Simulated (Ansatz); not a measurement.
## Re: a changed input and its effect

System: Re (P6₃/mmc, 2 atoms in the cell).
Method of the first run: DFT PBEsol, scalar-relativistic, plane waves, PAW, no spin polarisation (Ansatz 0.2.0).

The structure was built on a prototype by a generator; it need not be a known phase. Text and figures count atoms from 1; the logs count them from 0 in places.

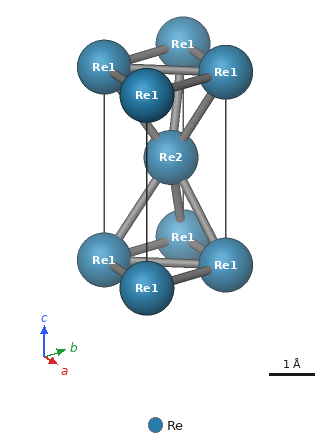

Fig. 1: The structure as given in the input (ball-and-stick view of the cell of the calculation, seen slightly off an axis; atoms are numbered from 1 in the order of the input).

## Input file, the first run
```yaml
crystal:
  lattice:
    - [2.7503079387, 2.887e-07, 0.0]
    - [-1.3751542193, 2.3818363988, 0.0]
    - [0.0, 0.0, 4.4432630386]
  atoms:
    - { symbol: Re, position: [0.0, 0.0, 0.0] }
    - { symbol: Re, position: [0.3333333333, 0.6666666667, 0.5] }
basis:
  ecutwfc: 420
kpoints:
  mp_grid: { grid: [30, 30, 20] }
hamiltonian:
  xc: pbesol
scf:
  occupations: { method: gaussian, width: 0.1 }
output:
  forces: true
  stress: true
  eigenvalues: true
```

Launched with:
```bash
ansatz run input.yaml --threads 1 --pin off --max-ram 2560MiB --backend cpu --events-out ev --progress --plain --runs-dir out
```

Hardware: 1 thread of Arm Neoverse V1, 24 GiB of memory available, shared host.

## Output, shortened to warnings, some set-up lines, iterations and results (the first run)
```
Basis set: ecut = 420 eV, 573 PW (Γ), exchange–correlation on 40×40×60 points (8 copies of the dense FFT grid, shifted against one another)
Symmetry: 24 space group operations
k-points: 1001 of 18000
Initial density: superposition of atomic densities (neutral atoms: chi_scale 0, normalization atom), corrected by the library's trained network
[...]
SCF iter   1: F=—  HF=-21474.498100 eV  |F-HF|=—  |Δ(HF+E_count)|=         —  Δρ=8.19e-3  dr2=6.16e-3  ethr=1.77e-3  ⟨swp⟩=5.2  Hψ=85248  notcnv=0
SCF iter   2: F=—  HF=-21474.499342 eV  |F-HF|=—  |Δ(HF+E_count)|=   1.24e-3  Δρ=4.82e-3  dr2=2.28e-3  ethr=2.05e-5  ⟨swp⟩=1.3  Hψ=28532  notcnv=0
SCF iter   3: F=—  HF=-21474.499786 eV  |F-HF|=—  |Δ(HF+E_count)|=   4.44e-4  Δρ=2.83e-4  dr2=1.12e-5  ethr=7.59e-6  ⟨swp⟩=1.7  Hψ=22534  notcnv=0
SCF iter   4: F=—  HF=-21474.499823 eV  |F-HF|=—  |Δ(HF+E_count)|=   3.67e-5  Δρ=8.60e-5  dr2=7.12e-7  ethr=3.73e-8  ⟨swp⟩=2.0  Hψ=33055  notcnv=0
SCF iter   5: F=-21474.499823 eV  HF=-21474.499823 eV  |F-HF|=1.02e-8  |Δ(HF+E_count)|=   1.04e-7  Δρ=2.54e-5  dr2=6.13e-8  ethr=2.37e-9  ⟨swp⟩=2.0  Hψ=25586  notcnv=0
SCF iter   6: F=-21474.499823 eV  HF=-21474.499823 eV  |F-HF|=6.40e-10  |Δ(HF+E_count)|=   2.10e-9  Δρ=4.71e-6  dr2=1.96e-9  ethr=2.04e-10  ⟨swp⟩=2.3  Hψ=69295  notcnv=0
SCF 1 converged in 6 iterations: F = -21474.499823 eV  dr2 = 1.96e-9
SCF converged after 6 iterations
Free energy (F): -21474.499823 eV
Harris-Foulkes:  -21474.499823 eV  (|F-HF|=6.40e-10)
Internal energy: -21474.492306 eV  (E = F + TS)
E sigma→0 (E₀):  -21474.496065 eV
Entropy (-TS):   -0.007517 eV (-3.759 meV/atom)
Fermi energy:    24.109543 eV
--- Per-component energies (eV) ---
  E_band       = -139.151689
  E_kinetic    = 1084.309325
  E_local      = -1501.401329  (includes V_loc(G=0)·N_el)
  E_nonlocal   = 101.524203
  E_hartree    = 538.335541
  E_xc         = -803.250769
  E_vxc        = -609.057388  (∫ρ·V_xc dr)
  E_paw        = -17061.883901  (= ΣΔE_a)
  E_vpaw       = -291.196446  (= ΣTr[D̂ρ^β])
  E_aug_tail   = -0.000150  (compensation charges beyond the density's cutoff)
  E_ewald      = -3832.591748
  E_core_change = 0.466523  (= ΣΔE_core)
  E_smearing   = -0.007517  (= −TS)
  E_closure    = -0.000000  (closes the sum)
  Σ components = -21474.499823   (vs F -21474.499823, Δ=0.00e0)
--- Forces (eV/Å), atoms counted from 1 ---
  atom   1  Re     0.00000000     0.00000000     0.00000000
  atom   2  Re    -0.00000000    -0.00000000     0.00000000
  max |Σ_I F_I| component: 1.39e-17 eV/Å
--- Stress (GPa, compression-positive) ---
        0.038211       0.000000       0.000000
        0.000000       0.038211       0.000000
        0.000000       0.000000      -0.079760
  P = ⅓ Tr σ = -0.0011 GPa (-0.011 kbar)
```

For the second run the input was changed thus:
```diff
-    - [2.7503079387, 2.887e-07, 0.0]
-    - [-1.3751542193, 2.3818363988, 0.0]
-    - [0.0, 0.0, 4.4432630386]
+    - [2.750521, 0.0, 0.0]
+    - [-1.375261, 2.382021, 0.0]
+    - [0.0, 0.0, 4.491583]
-    - { symbol: Re, position: [0.3333333333, 0.6666666667, 0.5] }
+    - { symbol: Re, position: [0.33333333, 0.66666667, 0.5] }
-  mp_grid: { grid: [30, 30, 20] }
+  mp_grid: { grid: [6, 6, 4] }
```

How does the second run compare with the first run?

With the same functional and potentials, the second run lies 1.5 meV per atom lower (other lines of the input change too). The pressure goes from 0.00 to −3.72 GPa. The volume per atom goes from 14.55 to 14.71 Å³. The number of SCF iterations is the same. The irreducible k-points go from 1001 to 21.

## Output, shortened to warnings, some set-up lines, iterations and results (the second run)
```
Basis set: ecut = 420 eV, 573 PW (Γ), exchange–correlation on 40×40×64 points (8 copies of the dense FFT grid, shifted against one another)
Symmetry: 24 space group operations
k-points: 21 of 144
Initial density: superposition of atomic densities (neutral atoms: chi_scale 0, normalization atom), corrected by the library's trained network
[...]
SCF iter   1: F=—  HF=-21474.501573 eV  |F-HF|=—  |Δ(HF+E_count)|=         —  Δρ=8.11e-3  dr2=6.38e-3  ethr=1.77e-3  ⟨swp⟩=5.1  Hψ=1773  notcnv=0
SCF iter   2: F=—  HF=-21474.502405 eV  |F-HF|=—  |Δ(HF+E_count)|=   8.32e-4  Δρ=4.71e-3  dr2=2.23e-3  ethr=2.13e-5  ⟨swp⟩=1.4  Hψ=596  notcnv=0
SCF iter   3: F=—  HF=-21474.502792 eV  |F-HF|=—  |Δ(HF+E_count)|=   3.87e-4  Δρ=2.50e-4  dr2=1.02e-5  ethr=7.44e-6  ⟨swp⟩=1.8  Hψ=464  notcnv=0
SCF iter   4: F=—  HF=-21474.502801 eV  |F-HF|=—  |Δ(HF+E_count)|=   8.61e-6  Δρ=7.41e-5  dr2=7.42e-7  ethr=3.40e-8  ⟨swp⟩=2.0  Hψ=690  notcnv=0
SCF iter   5: F=-21474.502800 eV  HF=-21474.502800 eV  |F-HF|=7.64e-11  |Δ(HF+E_count)|=   8.83e-8  Δρ=1.48e-5  dr2=1.95e-8  ethr=2.47e-9  ⟨swp⟩=3.0  Hψ=719  notcnv=0
SCF iter   6: F=-21474.502800 eV  HF=-21474.502800 eV  |F-HF|=1.09e-11  |Δ(HF+E_count)|=   3.31e-9  Δρ=1.83e-6  dr2=2.63e-10  ethr=6.50e-11  ⟨swp⟩=2.0  Hψ=1275  notcnv=0
SCF 1 converged in 6 iterations: F = -21474.502800 eV  dr2 = 2.63e-10
SCF converged after 6 iterations
Free energy (F): -21474.502800 eV
Harris-Foulkes:  -21474.502800 eV  (|F-HF|=1.09e-11)
Internal energy: -21474.496391 eV  (E = F + TS)
E sigma→0 (E₀):  -21474.499596 eV
Entropy (-TS):   -0.006409 eV (-3.205 meV/atom)
Fermi energy:    23.799838 eV
--- Per-component energies (eV) ---
  E_band       = -148.128158
  E_kinetic    = 1082.840804
  E_local      = -1519.070788  (includes V_loc(G=0)·N_el)
  E_nonlocal   = 101.398827
  E_hartree    = 543.087634
  E_xc         = -802.771680
  E_vxc        = -608.432793  (∫ρ·V_xc dr)
  E_paw        = -17061.766434  (= ΣΔE_a)
  E_vpaw       = -291.039144  (= ΣTr[D̂ρ^β])
  E_aug_tail   = -0.000157  (compensation charges beyond the density's cutoff)
  E_ewald      = -3818.681121
  E_core_change = 0.466523  (= ΣΔE_core)
  E_smearing   = -0.006409  (= −TS)
  E_closure    = 0.000000  (closes the sum)
  Σ components = -21474.502800   (vs F -21474.502800, Δ=0.00e0)
--- Forces (eV/Å), atoms counted from 1 ---
  atom   1  Re     0.00000000    -0.00000000    -0.00000000
  atom   2  Re    -0.00000000     0.00000000     0.00000000
  max |Σ_I F_I| component: 2.78e-17 eV/Å
--- Stress (GPa, compression-positive) ---
       -2.086944       0.000000       0.000000
        0.000000      -2.086944      -0.000000
        0.000000      -0.000000      -6.982415
  P = ⅓ Tr σ = -3.7188 GPa (-37.188 kbar)
```

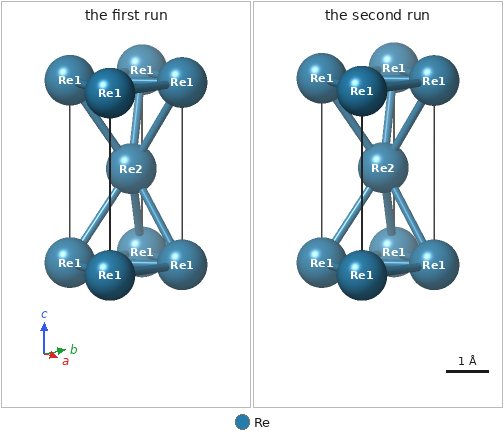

Fig. 2: The two input geometries at one scale (ball-and-stick view of the cell of the calculation, seen slightly off an axis). No atom moves by more than 0.005 Å relative to the cell. The volume changes by +1.1 %, with a = b 2.750 → 2.751 Å (0.0 %), c 4.443 → 4.492 Å (+1.1 %). Among the contacts that change: Re1–Re2 2.731 → 2.751 Å.

## The two runs side by side

```tsv
quantity	the first run	the second run
outcome	converged	converged
free energy per atom (eV)	−10737.2499	−10737.2514
energy per atom, smearing taken to zero (eV)	−10737.2480	−10737.2498
gap on the mesh (eV)	0.00	0.00
pressure (GPa)	0.00	−3.72
volume per atom (Å³)	14.55	14.71
largest force (eV/Å)	0.000	0.000
SCF iterations	6	6
irreducible k-points	1001	21
plane waves at Γ	573	573
wall time (shared host)	25 s	1.4 s
```

For both runs: Spin–orbit coupling is left out, which matters for Re.
